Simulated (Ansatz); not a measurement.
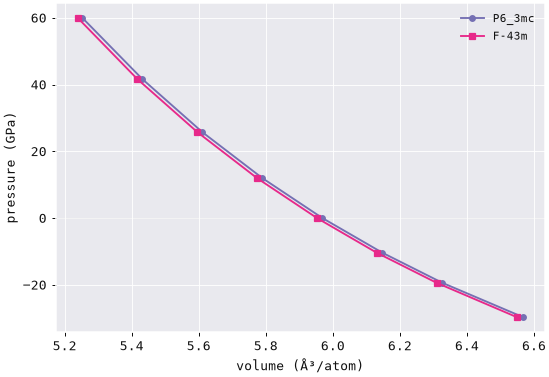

The figure shows the pressure against volume, with one curve for each structure, for BN.

Computed with Ansatz 0.2.0: third-order Birch-Murnaghan fit to density functional energies at scaled volumes of the given relaxed cell, shape and atoms relaxed at each volume; energies count from the fitted minimum; plane waves with PAW datasets, Γ-centred k mesh. Level: PBE, no spin polarisation.

| setting | value |
| --- | --- |
| wave cutoff | 420 eV |
| occupations | Gaussian |
| smearing width | 0.02 eV |

Settings that differ: P6_3mc: k mesh 12×12×6; F-43m: k mesh 12×12×12.

Question: Order the curves by fitted equilibrium volume, smallest first.

Answer: F-43m 5.953, P6_3mc 5.969 Å³/atom.

Question: For P6_3mc: what does the pressure do across the range?

Answer: It falls from 59.96 GPa at volume 5.253 Å³/atom to −29.63 GPa at 6.566 Å³/atom, and changes sign near 5.97 Å³/atom.

Question: For F-43m: read off the course of the pressure.

Answer: It falls from 59.98 GPa at volume 5.239 Å³/atom to −29.65 GPa at 6.548 Å³/atom, and changes sign near 5.95 Å³/atom.
